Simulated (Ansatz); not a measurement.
# Geometry relaxation of ZnS (part 1 of 2)

- system: ZnS (F-43m, 2 atoms in the cell)
- method: DFT PBEsol, scalar-relativistic, plane waves, PAW, no spin polarisation (Ansatz 0.2.0)

The structure derives from an entry of the Crystallography Open Database. It belongs to a series of runs on one base structure; here: relaxed at 50 GPa. Figures and captions count atoms from 1; the log counts them from 0 in places.

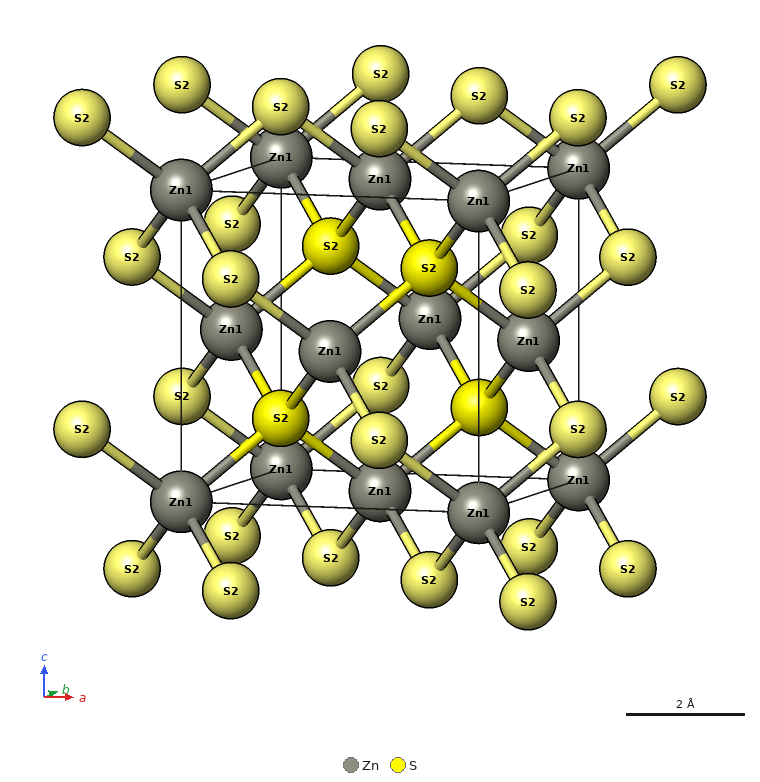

Figure 1. The input geometry (ball-and-stick view of the cell 4 times as large as that of the calculation, set on its symmetry axes, seen slightly off an axis; neighbours outside the cell are drawn fainter; atoms are numbered from 1 in the order of the input).

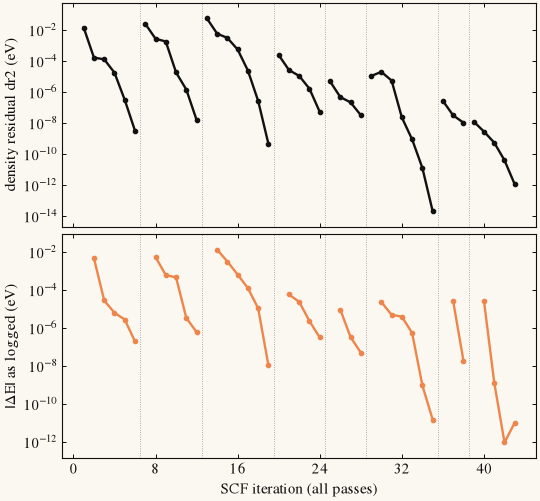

Figure 2. Convergence of the self-consistent field: density residual dr2 and size of the energy change against the SCF iteration. The dotted lines part the SCF passes of the relaxation: geometry steps, rejected trials and re-solves on a re-selected basis. The 8 passes take 3 to 7 iterations each, 43 in all.

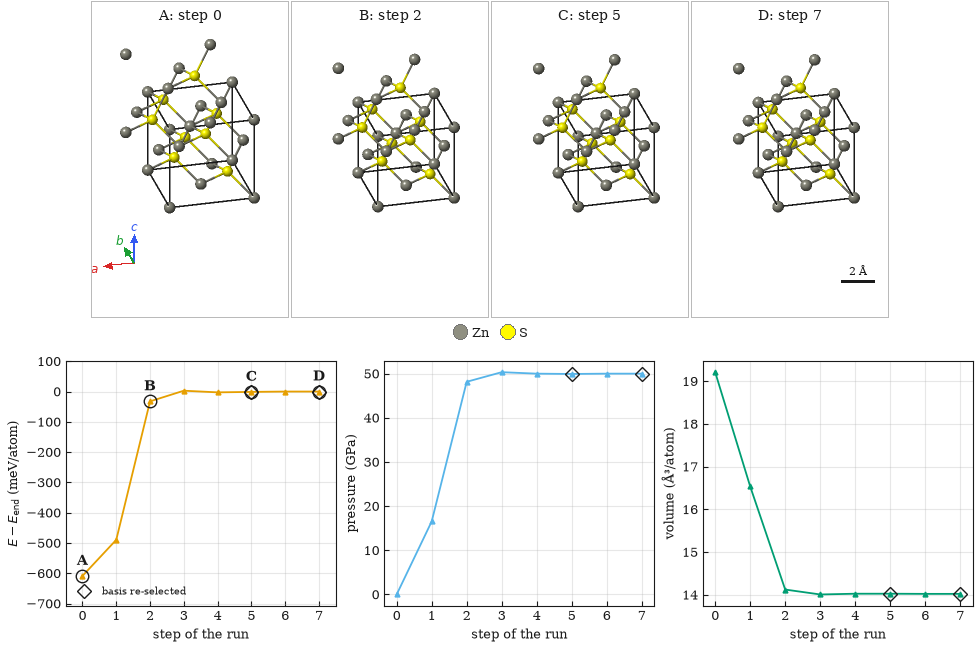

Figure 3. Frames of the relaxation (ball-and-stick view of the cell 4 times as large as that of the calculation, set on its symmetry axes, repeated 1 × 2 × 1, seen at an oblique angle) above the curves, on which the letters mark them (the first geometry is step 0 here and step 1 in the log).

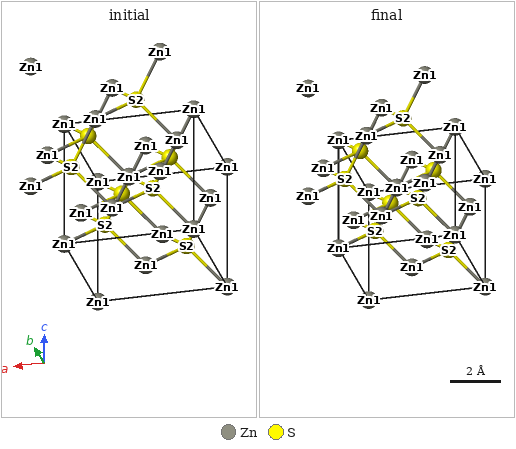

Figure 4. Before (left) and after (right) the relaxation, at one scale (ball-and-stick view of the cell 4 times as large as that of the calculation, set on its symmetry axes, repeated 1 × 2 × 1, seen at an oblique angle). The atoms keep their places relative to the cell (all moves are under 0.005 Å). Cell: a = b = c 5.357 → 4.823 Å (−10.0 %). Volume −27.0 %. Among the contacts that change: Zn1–S2 2.319 → 2.088 Å. The space group stays F-43m (No. 216). Over 5 geometry steps the energy rises by 609 meV per atom. With the target pressure of 50 GPa, the enthalpy E + pV changes by −1011 meV per atom. All forces vanish by symmetry, so only the cell relaxes. The pressure goes from 0.00 to 50.00 GPa. 1 further SCF at an unchanged geometry re-selected the plane-wave basis for the new cell. The energy change given includes the shifts at the re-selections in mid-walk, which come without any move. A last SCF at the same geometry on a re-selected plane-wave basis shifts the energy by next to nothing (0.0 meV per atom). (Atoms are counted from 1 in the order of the input.)

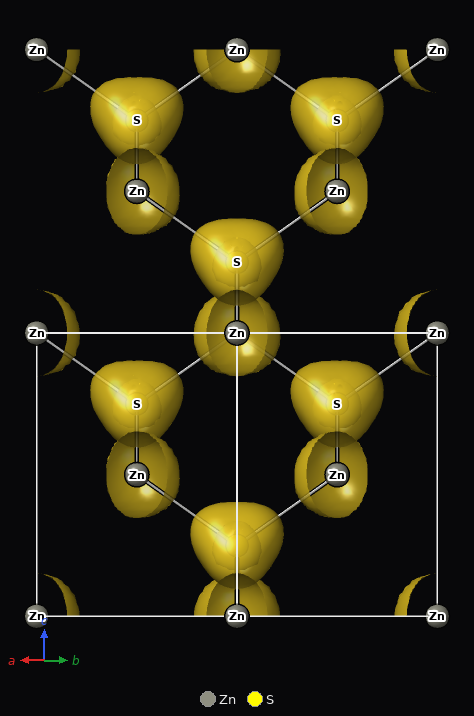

Figure 5. Isosurface of the valence electron density at 1 e/Å³ (yellow), seen along [110]. Sticks mark near contacts. The outline is the cell set on symmetry axes. At this value the density breaks into separate islands; it holds about 55 % of the electrons treated as valence. It is pinched off along the Zn–S (2.09 Å) contacts. On the grid the lowest density along these lines, outside the cores, is 0.76 e/Å³ (Zn–S, 2.09 Å). Core electrons are frozen (PAW), so the fields are smoothed inside the atomic spheres.

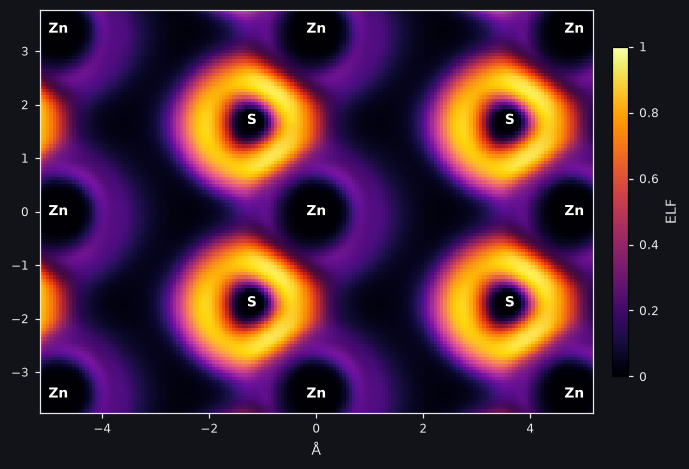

Figure 6. ELF on the (011) plane of the conventional cell. Zn–S (2.09 Å): the ELF is about 0.60 at the midpoint.

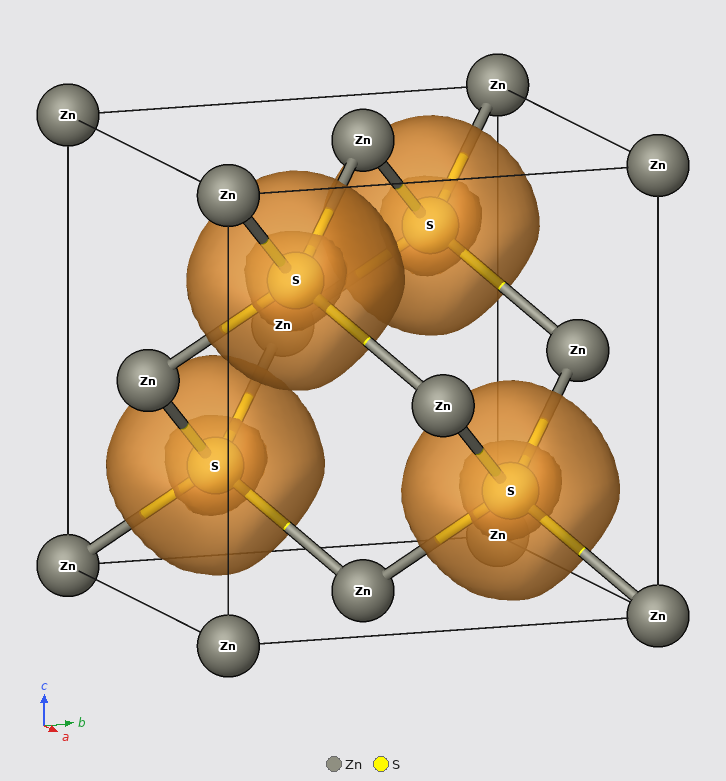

Figure 7. Isosurface of the ELF at 0.65 (orange), seen slightly off an axis. Core shells and regions of very low density are left out. Sticks mark near contacts. The outline is the cell set on symmetry axes. Values along the shortest contacts: Zn–S (2.09 Å): the ELF is about 0.60 at the midpoint.

These pictures come from the run below.

The input:
```yaml
crystal:
  lattice:
    - [0.0, 2.6782590745, 2.6782590745]
    - [2.6782590745, 0.0, 2.6782590745]
    - [2.6782590745, 2.6782590745, 0.0]
  atoms:
    - { symbol: Zn, position: [0.0, 0.0, 0.0] }
    - { symbol: S, position: [0.75, 0.75, 0.75] }
basis:
  ecutwfc: 420
kpoints:
  mp_grid: { grid: [10, 10, 10] }
hamiltonian:
  xc: pbesol
scf:
  occupations: { method: fixed }
output:
  forces: true
  stress: true
  eigenvalues: true
  write_density: true
  write_potential: true
  elf: true
  volumetric_format: npy
relax:
  adjacent_minimum: "off"
  f_tol: 0.001
  max_steps: 60
  cell: { stress_tol: 0.02, p_target: 50.0 }
```

Command:
```bash
ansatz run input.yaml --threads 1 --pin off --max-ram 3072MiB --backend cpu --events-out ev --progress --plain --runs-dir out
```

The program's output:
```
Engine: ansatz 0.2.0, x86_64-unknown-linux-gnu
Pseudopotentials: kind: paw
Pseudopotential: Zn, paw, valence charge 12, recommended cutoff 420 eV (normal), Zn.paw.azcp
Pseudopotential: S, paw, valence charge 6, recommended cutoff 420 eV (normal), S.paw.azcp
Functional definition: PBEsol
  exchange = pbesol_x
  correlation = pbesol_c
Crystal: 2 atoms, lattice volume = 38.423 Å³
Basis set: ecut = 420 eV, 749 PW (Γ), exchange–correlation on 54×54×54 points (8 copies of the dense FFT grid, shifted against one another)
Bands: 13, of which v1, the nominal top of the filled ones, is band 9 counted from 1 (8 counted from 0)
Symmetry: 24 space group operations
Space group: F-43m (ITA 216), of the structure as read, at distance tolerance 3.4e-5 Å
k-points: 47 of 1000 (time reversal used)
Non-local potential: Zn, projectors of the file, l = 0: 2, l = 1: 2, l = 2: 3, l = 3: 1
Non-local potential: S, projectors of the file, l = 0: 2, l = 1: 2, l = 2: 2
PAW form: soft (Blöchl's): semilocal exchange-correlation on the pseudo side does not see the compensation charge
PAW frozen core: Zn, regenerated for the run's functional, and the local potential with it (the file was generated under x = pbe(κ = 0.804, μ = 0.2195149727645171), c = pbe(β = 0.06672455060314922))
PAW frozen core: S, regenerated for the run's functional, and the local potential with it (the file was generated under x = pbe(κ = 0.804, μ = 0.2195149727645171), c = pbe(β = 0.06672455060314922))
PAW one-centre angular grid: Zn, 590 points (default); XC on 64 Gauss nodes
PAW one-centre angular grid: S, 110 points (default); XC on 64 Gauss nodes
Initial density: superposition of atomic densities (neutral atoms: chi_scale 0, normalization atom), corrected by the library's trained network
Initial wavefunctions: pseudopotential atomic-orbital guess
Functional: x = pbesol(κ = 0.804, μ = 0.12345679012345678), c = pbesol(β = 0.046)
SCF iter   1: F=—  HF=-4167.445004 eV  |F-HF|=—  |Δ(HF+E_count)|=         —  Δρ=5.59e-3  dr2=1.39e-2  ethr=1.77e-3  ⟨swp⟩=5.1  Hψ=3303  notcnv=0  defer=87
preconditioner: auto → none  [insulator: Δε(μ)=2.031 eV  Ē_g=12.223 eV  n_scr=14 (ndim 8)  ℏωp=25.4 eV  f_vac=0.023  ε∞_Penn≈5.3]
SCF iter   2: F=—  HF=-4167.440444 eV  |F-HF|=—  |Δ(HF+E_count)|=   4.56e-3  Δρ=9.00e-4  dr2=1.61e-4  ethr=7.70e-5  ⟨swp⟩=3.0  Hψ=1509  notcnv=0  defer=89
SCF iter   3: F=—  HF=-4167.440471 eV  |F-HF|=—  |Δ(HF+E_count)|=   2.74e-5  Δρ=7.72e-4  dr2=1.25e-4  ethr=8.95e-7  ⟨swp⟩=2.0  Hψ=1081  notcnv=0  defer=89
SCF iter   4: F=—  HF=-4167.440477 eV  |F-HF|=—  |Δ(HF+E_count)|=   6.12e-6  Δρ=2.41e-4  dr2=1.71e-5  ethr=6.94e-7  ⟨swp⟩=2.0  Hψ=1039  notcnv=0  defer=57
SCF iter   5: F=—  HF=-4167.440480 eV  |F-HF|=—  |Δ(HF+E_count)|=   2.71e-6  Δρ=3.62e-5  dr2=3.04e-7  ethr=9.51e-8  ⟨swp⟩=2.0  Hψ=985  notcnv=0
SCF iter   6: F=-4167.440480 eV  HF=-4167.440480 eV  |F-HF|=4.16e-9  |Δ(HF+E_count)|=   1.89e-7  Δρ=3.91e-6  dr2=3.11e-9  ethr=5.56e-10  ⟨swp⟩=10.0  Hψ=4940  notcnv=0
SCF 1 converged in 6 iterations: F = -4167.440480 eV  dr2 = 3.11e-9
  greatest PAW one-centre occupation: 0.983 electrons in one spin orbital (limit 2), on the Zn atom at site 0 (counted from 0), in its partial waves of l = 2
relax step   1: F+E_penalty+E_count = -4167.44048027 eV  Δ(F+E_penalty+E_count) = +0.000e0 eV  max|allowed force component| = 1.573e-16 eV/Å  Δτ_max = 0.0000 Å  P = -0.003 GPa  Ω = 38.423 Å³  (6 SCF iters, dr2 threshold 1.00e-7 eV, accepted)
Crystal: 2 atoms, lattice volume = 33.073 Å³
Basis set: ecut = 420 eV, 645 PW (Γ), exchange–correlation on 54×54×54 points (8 copies of the dense FFT grid, shifted against one another)
Initial density: handed on by an earlier stage of this run
Initial wavefunctions: those handed on with the density
iter 1 solved again at ethr=1.32e-4 eV; its pass at ethr=3.10e-3 eV (dr2=2.37e-2 eV) is discarded
SCF iter   1: F=—  HF=-4167.208334 eV  |F-HF|=—  |Δ(HF+E_count)|=         —  Δρ=9.79e-3  dr2=2.43e-2  ethr=1.32e-4  ⟨swp⟩=1.0  Hψ=3839  notcnv=0  defer=78
preconditioner: auto → none  [insulator: Δε(μ)=2.769 eV  Ē_g=13.014 eV  n_scr=8 (ndim 8)  ℏωp=27.4 eV  f_vac=0.000  ε∞_Penn≈5.4]
SCF iter   2: F=—  HF=-4167.203015 eV  |F-HF|=—  |Δ(HF+E_count)|=   5.32e-3  Δρ=2.59e-3  dr2=2.67e-3  ethr=1.32e-4  ⟨swp⟩=2.2  Hψ=1070  notcnv=0  defer=89
SCF iter   3: F=—  HF=-4167.202421 eV  |F-HF|=—  |Δ(HF+E_count)|=   5.94e-4  Δρ=3.30e-3  dr2=1.75e-3  ethr=1.48e-5  ⟨swp⟩=2.3  Hψ=1464  notcnv=0  defer=89
SCF iter   4: F=—  HF=-4167.201968 eV  |F-HF|=—  |Δ(HF+E_count)|=   4.52e-4  Δρ=2.65e-4  dr2=1.78e-5  ethr=9.70e-6  ⟨swp⟩=2.1  Hψ=1106  notcnv=0  defer=89
SCF iter   5: F=—  HF=-4167.201972 eV  |F-HF|=—  |Δ(HF+E_count)|=   3.28e-6  Δρ=9.09e-5  dr2=1.40e-6  ethr=9.88e-8  ⟨swp⟩=2.0  Hψ=1034  notcnv=0  defer=18
SCF iter   6: F=-4167.201972 eV  HF=-4167.201972 eV  |F-HF|=1.61e-8  |Δ(HF+E_count)|=   5.92e-7  Δρ=7.41e-6  dr2=1.55e-8  ethr=1.11e-9  ⟨swp⟩=10.7  Hψ=5276  notcnv=0
SCF 2 converged in 6 iterations: F = -4167.201972 eV  dr2 = 1.55e-8
  greatest PAW one-centre occupation: 0.981 electrons in one spin orbital (limit 2), on the Zn atom at site 0 (counted from 0), in its partial waves of l = 2
relax step   2: F+E_penalty+E_count = -4167.20197233 eV  Δ(F+E_penalty+E_count) = +2.385e-1 eV  max|allowed force component| = 6.361e-17 eV/Å  Δτ_max = 0.0000 Å  P = +16.533 GPa  Ω = 33.073 Å³  energy of the carried Pulay correction = +2.301e-3 eV  (6 SCF iters, dr2 threshold 2.00e-7 eV, accepted)
Crystal: 2 atoms, lattice volume = 28.244 Å³
Basis set: ecut = 420 eV, 537 PW (Γ), exchange–correlation on 54×54×54 points (8 copies of the dense FFT grid, shifted against one another)
iter 1 solved again at ethr=3.00e-4 eV; its pass at ethr=3.10e-3 eV (dr2=5.40e-2 eV) is discarded
SCF iter   1: F=—  HF=-4166.304677 eV  |F-HF|=—  |Δ(HF+E_count)|=         —  Δρ=1.62e-2  dr2=5.49e-2  ethr=3.00e-4  ⟨swp⟩=1.0  Hψ=3973  notcnv=0  defer=42
preconditioner: auto → none  [insulator: Δε(μ)=2.358 eV  Ē_g=13.929 eV  n_scr=8 (ndim 8)  ℏωp=29.6 eV  f_vac=0.000  ε∞_Penn≈5.5]
SCF iter   2: F=—  HF=-4166.291674 eV  |F-HF|=—  |Δ(HF+E_count)|=   1.30e-2  Δρ=4.39e-3  dr2=5.68e-3  ethr=3.00e-4  ⟨swp⟩=2.5  Hψ=1112  notcnv=0  defer=86
SCF iter   3: F=—  HF=-4166.288590 eV  |F-HF|=—  |Δ(HF+E_count)|=   3.08e-3  Δρ=4.65e-3  dr2=3.00e-3  ethr=3.15e-5  ⟨swp⟩=2.6  Hψ=1503  notcnv=0  defer=88
SCF iter   4: F=—  HF=-4166.287954 eV  |F-HF|=—  |Δ(HF+E_count)|=   6.36e-4  Δρ=1.74e-3  dr2=5.37e-4  ethr=1.66e-5  ⟨swp⟩=2.8  Hψ=971  notcnv=0  defer=87
SCF iter   5: F=—  HF=-4166.287832 eV  |F-HF|=—  |Δ(HF+E_count)|=   1.22e-4  Δρ=3.58e-4  dr2=2.35e-5  ethr=2.99e-6  ⟨swp⟩=2.9  Hψ=1100  notcnv=0  defer=80
SCF iter   6: F=—  HF=-4166.287822 eV  |F-HF|=—  |Δ(HF+E_count)|=   1.06e-5  Δρ=3.55e-5  dr2=2.60e-7  ethr=1.31e-7  ⟨swp⟩=2.6  Hψ=998  notcnv=0
SCF iter   7: F=-4166.287822 eV  HF=-4166.287822 eV  |F-HF|=2.36e-11  |Δ(HF+E_count)|=   1.04e-8  Δρ=1.45e-6  dr2=4.41e-10  ethr=1.11e-9  ⟨swp⟩=10.0  Hψ=5173  notcnv=0
SCF 3 converged in 7 iterations: F = -4166.287822 eV  dr2 = 4.41e-10
  greatest PAW one-centre occupation: 0.980 electrons in one spin orbital (limit 2), on the Zn atom at site 0 (counted from 0), in its partial waves of l = 2
```
